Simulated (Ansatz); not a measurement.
Ni2Si: single-point calculation (part 2 of 2)

The same run, continued: Ni2Si (12 atoms in the cell); DFT PBEsol, scalar-relativistic, plane waves, PAW, spin-polarised (Ansatz 0.2.0); cutoff 420 eV, 4×6×4 k-mesh, Gaussian smearing of 0.1 eV, collinear spins. The structure derives from an entry of the Crystallography Open Database.

Geometry of the input (Å; fractional positions):
```
4.9900  0.0000  0.0000
0.0000  3.7200  0.0000
0.0000  0.0000  7.0300
Si 0.2860  0.7500  0.6140
Si 0.7140  0.2500  0.3860
Si 0.2140  0.2500  0.1140
Si 0.7860  0.7500  0.8860
Ni 0.9580  0.7500  0.2030
Ni 0.0420  0.2500  0.7970
Ni 0.5420  0.2500  0.7030
Ni 0.4580  0.7500  0.2970
Ni 0.8250  0.7500  0.5630
Ni 0.1750  0.2500  0.4370
Ni 0.6750  0.2500  0.0630
Ni 0.3250  0.7500  0.9370
```

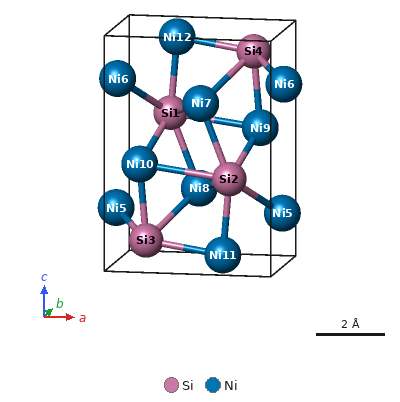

*The structure (ball-and-stick view of the cell of the calculation, seen slightly off an axis; atoms are numbered from 1 in the order of the input). An atom can appear more than once, as a periodic image.*

What the program printed, continued
```
SCF iter   1: F=—  HF=-48928.988620 eV  |F-HF|=—  |Δ(HF+E_count)|=         —  Δρ=1.89e-1 (↑1.39e-1 ↓1.89e-1)  dr2=4.34e0  dr2_m=3.18e1  M=3.294 μB ∫|m|=4.888 μB  β_m=0.30  ethr=2.76e-3  ⟨swp⟩=2.2  Hψ=36546  notcnv=0
Mixer restart at iter 1: flushing history
preconditioner: auto → Kerker (q_TF=auto, 2.823 Å⁻¹)  [metal: Δε(μ)=0.010 eV  Ē_g=9.921 eV  σ=0.100 eV  W_gap=0.06  n_scr=52 (ndim 8)  ℏωp=31.8 eV  f_vac=0.000  D(μ)=5.02/eV (n_scr^D=38)]
spin=Collinear: Kerker preconditioning applied to the charge; magnetization (m = ρ↑ − ρ↓) channel mixes plain (no charge-response kernel on spin).
spin-set hold released at iteration 1 (the charge has settled, or the pull on large starting moments outlasts its swing): the magnetisation degrees of freedom join the quasi-Newton model from the next iteration; the mixer history was flushed
SCF iter   2: F=—  HF=-48930.626529 eV  |F-HF|=—  |Δ(HF+E_count)|=    1.64e0  Δρ=1.30e-1 (↑1.19e-1 ↓1.30e-1)  dr2=1.30e0  dr2_m=1.84e1  M=2.842 μB ∫|m|=4.254 μB  β_m=0.65  ethr=2.71e-3  ⟨swp⟩=2.6  Hψ=10973  notcnv=0  defer=15
SCF iter   3: F=—  HF=-48936.174761 eV  |F-HF|=—  |Δ(HF+E_count)|=    5.55e0  Δρ=1.06e-1 (↑4.92e-2 ↓1.06e-1)  dr2=1.87e1  dr2_m=1.26e0  M=0.531 μB ∫|m|=1.209 μB  β_m=0.49  ethr=8.14e-4  ⟨swp⟩=3.1  Hψ=16615  notcnv=0  defer=781
SCF iter   4: F=—  HF=-48933.226431 eV  |F-HF|=—  |Δ(HF+E_count)|=    2.95e0  Δρ=2.24e-2 (↑2.10e-2 ↓2.24e-2)  dr2=1.29e0  dr2_m=1.56e-1  M=0.335 μB ∫|m|=0.821 μB  β_m=0.40  ethr=8.14e-4  ⟨swp⟩=3.7  Hψ=16194  notcnv=0  defer=1146
SCF iter   5: F=—  HF=-48933.151373 eV  |F-HF|=—  |Δ(HF+E_count)|=   7.51e-2  Δρ=1.24e-2 (↑1.24e-2 ↓5.99e-3)  dr2=8.98e-2  dr2_m=7.16e-2  M=0.221 μB ∫|m|=0.617 μB  β_m=0.68  ethr=8.06e-4  ⟨swp⟩=2.1  Hψ=9401  notcnv=0  defer=1148
SCF iter   6: F=—  HF=-48933.202928 eV  |F-HF|=—  |Δ(HF+E_count)|=   5.16e-2  Δρ=6.96e-3 (↑6.96e-3 ↓3.13e-3)  dr2=6.32e-2  dr2_m=9.78e-3  M=0.083 μB ∫|m|=0.256 μB  β_m=0.84  ethr=5.61e-5  ⟨swp⟩=2.0  Hψ=9461  notcnv=0  defer=1148
SCF iter   7: F=—  HF=-48933.207402 eV  |F-HF|=—  |Δ(HF+E_count)|=   4.47e-3  Δρ=1.11e-3 (↑1.11e-3 ↓8.16e-4)  dr2=3.53e-3  dr2_m=7.51e-5  M=0.008 μB ∫|m|=0.021 μB  β_m=0.79  ethr=3.95e-5  ⟨swp⟩=1.5  Hψ=8216  notcnv=0  defer=1148
SCF iter   8: F=—  HF=-48933.207217 eV  |F-HF|=—  |Δ(HF+E_count)|=   1.85e-4  Δρ=6.71e-4 (↑3.98e-4 ↓6.71e-4)  dr2=8.32e-4  dr2_m=3.37e-5  M=0.005 μB ∫|m|=0.014 μB  β_m=0.89  ethr=2.21e-6  ⟨swp⟩=2.0  Hψ=9405  notcnv=0  defer=1148
SCF iter   9: F=—  HF=-48933.207215 eV  |F-HF|=—  |Δ(HF+E_count)|=   1.43e-6  Δρ=1.48e-4 (↑6.08e-5 ↓1.48e-4)  dr2=1.68e-5  dr2_m=8.02e-6  M=0.003 μB ∫|m|=0.005 μB  β_m=0.84  ethr=5.20e-7  ⟨swp⟩=1.6  Hψ=7683  notcnv=0  defer=1148
SCF iter  10: F=—  HF=-48933.207188 eV  |F-HF|=—  |Δ(HF+E_count)|=   2.78e-5  Δρ=1.28e-4 (↑1.28e-4 ↓7.84e-5)  dr2=4.44e-5  dr2_m=1.02e-6  M=0.001 μB ∫|m|=0.001 μB  β_m=0.84  ethr=1.05e-8  ⟨swp⟩=2.0  Hψ=12333  notcnv=0  defer=1148
SCF iter  11: F=—  HF=-48933.207185 eV  |F-HF|=—  |Δ(HF+E_count)|=   3.07e-6  Δρ=9.44e-6 (↑4.94e-6 ↓9.44e-6)  dr2=1.24e-7  dr2_m=1.71e-8  M=-0.000 μB ∫|m|=0.000 μB  β_m=0.85  ethr=1.05e-8  ⟨swp⟩=1.9  Hψ=8244  notcnv=0  defer=1148
SCF iter  12: F=—  HF=-48933.207185 eV  |F-HF|=—  |Δ(HF+E_count)|=   1.25e-7  Δρ=2.00e-5 (↑1.79e-5 ↓2.00e-5)  dr2=1.41e-6  dr2_m=2.23e-9  M=-0.000 μB ∫|m|=0.000 μB  β_m=0.85  ethr=6.25e-11  ⟨swp⟩=10.0  Hψ=37675  notcnv=0
iter 13 did not close the SCF: its close was put off for a magnetic moment that had not settled (scf_convergence_deferred on its scf_iter line)
SCF iter  13: F=-48933.207185 eV  HF=-48933.207185 eV  |F-HF|=2.10e-8  |Δ(HF+E_count)|=   9.61e-8  Δρ=3.59e-6 (↑1.66e-6 ↓3.59e-6)  dr2=2.53e-8  dr2_m=1.34e-9  M=-0.000 μB ∫|m|=0.000 μB  β_m=0.92  ethr=6.25e-11  ⟨swp⟩=2.0  Hψ=23017  notcnv=0
SCF iter  14: F=-48933.207185 eV  HF=-48933.207185 eV  |F-HF|=1.94e-9  |Δ(HF+E_count)|=   1.38e-9  Δρ=9.95e-7 (↑9.95e-7 ↓5.63e-7)  dr2=2.41e-9  dr2_m=5.87e-11  M=-0.000 μB ∫|m|=0.000 μB  ethr=1.58e-11  ⟨swp⟩=2.0  Hψ=18711  notcnv=0
WARN: the starting moments were not kept: the SCF closed with an absolute magnetisation of 1.0e-5 μB, where they sum to 16 μB in size (8 sites). That is at most 0.1 of that sum. Measured as dr2_m measures the in/out step, that magnetisation stands 2.5e-11 eV from none, at or under the dr2_threshold of 1.0e-7 eV: it is no larger than a step whose dr2_m would equal this threshold. The system may hold no moment; this SCF shows only that its start led to no more than that. To try another start: raise the starting moments (crystal.atoms[].spin, magnetization.per_species, magnetization.initial_magnetization, or on a non-collinear deck that types none of these the spinor_matrix: blocks that start its atoms; where the total moment is fixed, keep their sum and leave initial_magnetization as it is; typed ones take the place of any that the run laid by itself, positive ones on a crystal's lanthanoids without a Hubbard term where scf.initial_density.shell_occupations: [] is typed) or, if the notice of its spin-set hold's release reads "site moments contracting" or "site moments show no strong build", lengthen the hold (scf.mixing.spin_hold: { on: { confirm: 4 } }; for m-r²SCAN on two components see the key's manual first). Each may lead to a state that holds a moment. A second SCF, from the converged charge density, with the starting moments and any scf.initial_density.shell_occupations laid on it anew, would have followed, and was not run: the deck does not ask for one (magnetization.retry_lost_moments is false, the default). To let it run, set magnetization.retry_lost_moments: true and run the deck again, where that key's refused combinations let it; where memory then withholds it, that run's warning says so.
SCF 1 converged in 14 iterations: F = -48933.207185 eV  dr2 = 2.41e-9
  greatest PAW one-centre occupation: 1.001 electrons in one spin orbital (limit 2), on the Ni atom at site 7 (counted from 0), in its partial waves of l = 1
SCF converged after 14 iterations
Magnetization: -0.0000 μB (80.0000 up, 80.0000 down)
Absolute magnetization: 0.0000 μB (∫|ρ↑−ρ↓|, with the PAW one-centre terms)
Spin contamination: 0.0000 ħ² per cell (⟨S²⟩ above its minimum at these occupations)
Per-site moments (μB) at R_I (Å): [(-1.9309725645909268e-7, 0.9400933940979119), (-1.9309725666123362e-7, 0.9400933940979117), (-1.9309725661474456e-7, 0.9400933940979117), (-1.930972564330744e-7, 0.9400933940979117), (-9.12014774864495e-7, 0.9658946159052578), (-9.120147752755283e-7, 0.9658946159052577), (-9.120147751230537e-7, 0.965894615905258), (-9.120147751336088e-7, 0.9658946159052578), (1.0333891766539883e-6, 0.9400933940979117), (1.0333891765623228e-6, 0.9400933940979117), (1.0333891768716126e-6, 0.9400933940979117), (1.0333891768021978e-6, 0.9400933940979119)]
Free energy (F): -48933.207185 eV
Harris-Foulkes:  -48933.207185 eV  (|F-HF|=1.94e-9)
Internal energy: -48933.179578 eV  (E = F + TS)
E sigma→0 (E₀):  -48933.193381 eV
Entropy (-TS):   -0.027607 eV (-2.301 meV/atom)
Fermi energy:    17.194925 eV
--- Per-component energies (eV) ---
  E_band       = -2295.282398
  E_kinetic    = 2461.460905
  E_local      = -31656.947476  (includes V_loc(G=0)·N_el)
  E_nonlocal   = 5204.389108
  E_hartree    = 13502.569343
  E_xc         = -908.217429
  E_vxc        = -1080.150258  (∫ρ·V_xc dr)
  E_paw        = -14771.761832  (= ΣΔE_a)
  E_vpaw       = -4229.175965  (= ΣTr[D̂ρ^β])
  E_aug_tail   = 0.004041  (compensation charges beyond the density's cutoff)
  E_ewald      = -22766.380791
  E_core_change = 1.704553  (= ΣΔE_core)
  E_smearing   = -0.027607  (= −TS)
  E_closure    = -0.000000  (closes the sum)
  Σ components = -48933.207185   (vs F -48933.207185, Δ=0.00e0)
--- Forces (eV/Å), atoms counted from 1 ---
  atom   1  Si    -0.03330427     0.00000000    -0.06860769
  atom   2  Si     0.03330427    -0.00000000     0.06860769
  atom   3  Si     0.03330427    -0.00000000    -0.06860769
  atom   4  Si    -0.03330427    -0.00000000     0.06860769
  atom   5  Ni     0.10783562     0.00000000     0.21822099
  atom   6  Ni    -0.10783562     0.00000000    -0.21822099
  atom   7  Ni    -0.10783562     0.00000000     0.21822099
  atom   8  Ni     0.10783562     0.00000000    -0.21822099
  atom   9  Ni     0.23723432     0.00000000    -0.24287576
  atom  10  Ni    -0.23723432     0.00000000     0.24287576
  atom  11  Ni    -0.23723432     0.00000000    -0.24287576
  atom  12  Ni     0.23723432     0.00000000     0.24287576
  max |Σ_I F_I| component: 2.78e-17 eV/Å
--- Stress (GPa, compression-positive) ---
       -5.552998       0.000000       0.000000
        0.000000      -3.955117       0.000000
        0.000000       0.000000      -4.065027
  P = ⅓ Tr σ = -4.5244 GPa (-45.244 kbar)
--- Band table (eV; the first three rows and the last of 72) ---
  k-point 0 ↑: bands = ["-86.1061", "-86.1055", "-86.1018", "-86.1018", "-85.9638", "-85.9634", "-85.9569", "-85.9568", "-46.7377", "-46.7352", "-46.7351", "-46.7304", "-46.6776", "-46.6639", "-46.6551", "-46.6437", "-46.6263", "-46.6232", "-46.6021", "-46.5992", "-46.5803", "-46.5788", "-46.5750", "-46.5742", "-46.5384", "-46.5343", "-46.4930", "-46.4925", "-46.4690", "-46.4621", "-46.4373", "-46.4361", "4.4346", "7.0450", "7.1003", "8.9128", "10.4703", "10.9326", "11.6642", "12.0698", "12.3439", "12.4978", "12.6701", "12.7395", "12.9788", "13.0597", "13.1865", "13.3080", "13.6535", "13.7048", "13.8512", "13.8555", "13.9966", "14.0456", "14.4326", "14.5064", "14.5547", "14.6905", "14.7639", "14.8220", "14.9288", "15.0591", "15.1697", "15.1759", "15.2602", "15.2634", "15.2962", "15.4112", "15.5492", "15.5687", "15.5884", "15.7684", "15.8245", "15.9206", "15.9520", "16.0803", "16.1892", "16.2338", "16.5376", "16.9418", "17.8838", "18.0664", "19.1426", "19.4068", "19.6898", "20.1010", "20.7713", "20.7972", "21.3037", "21.7109", "22.2195", "22.4200", "23.3509", "23.4050", "23.7065", "24.8096", "25.0013", "25.0062", "25.6011", "26.0644", "26.2368", "26.9803", "27.3958", "27.4427", "27.6691", "27.7115"]
  k-point 1 ↑: bands = ["-86.1060", "-86.1056", "-86.1018", "-86.1018", "-85.9637", "-85.9634", "-85.9569", "-85.9568", "-46.7376", "-46.7365", "-46.7335", "-46.7308", "-46.6762", "-46.6673", "-46.6520", "-46.6447", "-46.6259", "-46.6238", "-46.6016", "-46.5995", "-46.5801", "-46.5791", "-46.5749", "-46.5743", "-46.5378", "-46.5349", "-46.4929", "-46.4926", "-46.4679", "-46.4630", "-46.4371", "-46.4362", "4.6178", "6.0050", "8.1386", "8.9260", "10.5420", "11.0788", "11.2987", "11.9569", "12.2879", "12.4168", "12.7017", "12.8847", "13.0103", "13.0650", "13.1296", "13.4064", "13.6120", "13.6538", "13.6620", "13.7834", "14.0733", "14.3095", "14.3281", "14.4177", "14.4321", "14.6531", "14.8601", "14.9163", "14.9241", "14.9530", "15.1874", "15.2484", "15.2746", "15.3891", "15.4258", "15.4517", "15.4981", "15.6191", "15.6673", "15.8057", "15.8206", "15.8540", "15.9918", "16.1363", "16.2073", "16.3907", "16.5506", "16.8697", "17.3904", "18.1751", "18.4458", "18.5456", "20.5126", "20.6310", "21.0945", "21.1488", "21.1746", "21.7396", "21.8971", "22.9982", "23.3164", "23.7090", "23.7295", "24.4992", "24.7003", "24.7838", "25.5163", "26.1036", "26.2034", "26.5236", "26.7303", "27.3493", "27.4414", "28.0757"]
  k-point 2 ↑: bands = ["-86.1058", "-86.1058", "-86.1018", "-86.1018", "-85.9636", "-85.9636", "-85.9569", "-85.9569", "-46.7373", "-46.7373", "-46.7319", "-46.7319", "-46.6725", "-46.6725", "-46.6477", "-46.6477", "-46.6249", "-46.6249", "-46.6005", "-46.6005", "-46.5796", "-46.5796", "-46.5745", "-46.5745", "-46.5364", "-46.5364", "-46.4927", "-46.4927", "-46.4654", "-46.4654", "-46.4367", "-46.4367", "5.1552", "5.1552", "8.7955", "8.7955", "10.7920", "10.7920", "11.5325", "11.5325", "12.3867", "12.3867", "12.6174", "12.6174", "13.1561", "13.1561", "13.3080", "13.3080", "13.5539", "13.5539", "13.6505", "13.6505", "14.1832", "14.1832", "14.3722", "14.3722", "14.6447", "14.6447", "14.9246", "14.9246", "14.9583", "14.9583", "15.1803", "15.1803", "15.3311", "15.3311", "15.4552", "15.4552", "15.6131", "15.6131", "15.7447", "15.7447", "16.0602", "16.0602", "16.0916", "16.0916", "16.1122", "16.1122", "16.7688", "16.7688", "17.3799", "17.3799", "18.5650", "18.5650", "20.2345", "20.2345", "21.1409", "21.1409", "21.7164", "21.7164", "23.1624", "23.1624", "23.7338", "23.7338", "24.3368", "24.3368", "24.6165", "24.6165", "24.6866", "24.6866", "26.0516", "26.0516", "27.1747", "27.1747", "27.6400", "27.6400"]
  k-point 35 ↓: bands = ["-86.1036", "-86.1036", "-86.1036", "-86.1036", "-85.9604", "-85.9604", "-85.9604", "-85.9604", "-46.7350", "-46.7350", "-46.7350", "-46.7350", "-46.6613", "-46.6613", "-46.6613", "-46.6613", "-46.6225", "-46.6225", "-46.6225", "-46.6225", "-46.5680", "-46.5680", "-46.5680", "-46.5680", "-46.5115", "-46.5115", "-46.5115", "-46.5115", "-46.4531", "-46.4531", "-46.4531", "-46.4531", "7.9426", "7.9426", "7.9426", "7.9426", "9.9974", "9.9974", "9.9974", "9.9974", "12.6995", "12.6995", "12.6995", "12.6995", "13.1539", "13.1539", "13.1539", "13.1539", "13.7387", "13.7387", "13.7387", "13.7387", "14.1550", "14.1550", "14.1550", "14.1550", "14.5458", "14.5458", "14.5458", "14.5458", "14.9623", "14.9623", "14.9623", "14.9623", "15.2137", "15.2137", "15.2137", "15.2137", "15.4351", "15.4351", "15.4351", "15.4351", "15.7154", "15.7154", "15.7154", "15.7154", "16.4388", "16.4388", "16.4388", "16.4388", "17.6914", "17.6914", "17.6914", "17.6914", "19.7805", "19.7805", "19.7805", "19.7805", "22.5440", "22.5440", "22.5440", "22.5440", "23.8761", "23.8761", "23.8761", "23.8761", "27.1621", "27.1621", "27.1621", "27.1621", "27.6884", "27.6884", "27.6884", "27.6884", "29.3247", "29.3247"]
--- Löwdin populations: 12 sites ---
  site symbol       q [e]    m [muB]
     0     Si      4.4208    -0.0000
     1     Si      4.4208    -0.0000
     2     Si      4.4208    -0.0000
     3     Si      4.4208    -0.0000
     4     Ni     17.5616    -0.0000
     5     Ni     17.5616    -0.0000
     6     Ni     17.5616    -0.0000
     7     Ni     17.5616    -0.0000
     8     Ni     17.5626     0.0000
     9     Ni     17.5626     0.0000
    10     Ni     17.5626     0.0000
    11     Ni     17.5626     0.0000
  spilling = 0.011374 (of n_electrons = 160.000000)
```

File populations.tsv
```
# site	symbol	l	j	q_up	q_dn
# orbitals = lowdin
# n_electrons = 160.000000
# spilling = 0.011374
0	Si	0_3S	-	0.679034	0.679034
0	Si	1_3P	-	1.531354	1.531355
1	Si	0_3S	-	0.679034	0.679034
1	Si	1_3P	-	1.531354	1.531355
2	Si	0_3S	-	0.679034	0.679034
2	Si	1_3P	-	1.531354	1.531355
3	Si	0_3S	-	0.679034	0.679034
3	Si	1_3P	-	1.531354	1.531355
4	Ni	0_3S	-	0.995516	0.995516
4	Ni	0_4S	-	0.307798	0.307798
4	Ni	1_3P	-	2.997779	2.997779
4	Ni	2_3D	-	4.479711	4.479712
5	Ni	0_3S	-	0.995516	0.995516
5	Ni	0_4S	-	0.307798	0.307798
5	Ni	1_3P	-	2.997779	2.997779
5	Ni	2_3D	-	4.479711	4.479712
6	Ni	0_3S	-	0.995516	0.995516
6	Ni	0_4S	-	0.307798	0.307798
6	Ni	1_3P	-	2.997779	2.997779
6	Ni	2_3D	-	4.479711	4.479712
7	Ni	0_3S	-	0.995516	0.995516
7	Ni	0_4S	-	0.307798	0.307798
7	Ni	1_3P	-	2.997779	2.997779
7	Ni	2_3D	-	4.479711	4.479712
8	Ni	0_3S	-	0.994376	0.994376
8	Ni	0_4S	-	0.307728	0.307728
8	Ni	1_3P	-	2.996977	2.996977
8	Ni	2_3D	-	4.482239	4.482238
9	Ni	0_3S	-	0.994376	0.994376
9	Ni	0_4S	-	0.307728	0.307728
9	Ni	1_3P	-	2.996977	2.996977
9	Ni	2_3D	-	4.482239	4.482238
10	Ni	0_3S	-	0.994376	0.994376
10	Ni	0_4S	-	0.307728	0.307728
10	Ni	1_3P	-	2.996977	2.996977
10	Ni	2_3D	-	4.482239	4.482238
11	Ni	0_3S	-	0.994376	0.994376
11	Ni	0_4S	-	0.307728	0.307728
11	Ni	1_3P	-	2.996977	2.996977
11	Ni	2_3D	-	4.482239	4.482238
```

Key numbers

- outcome: converged
- space group (tolerance 0.01 Å): Pnma (62)
- electrons treated: 160
- free energy: −48933.2072 eV
- Fermi energy: 17.195 eV
- gap on the k-point mesh: none (metallic)
- net moment of the cell: 0.00 μB
- integrated absolute moment: 0.00 μB
- pressure: −4.52 GPa
- largest force (length of the vector): 0.340 eV/Å
- hardware: 2 threads of Intel Xeon @ 2.50GHz (Skylake/Cascade Lake), 32 GiB of memory available, shared host
- wall time: 63 s (CPU time 2 min)
- peak memory: 0.98 GiB

Remarks

The program warns: some starting moments were not kept.
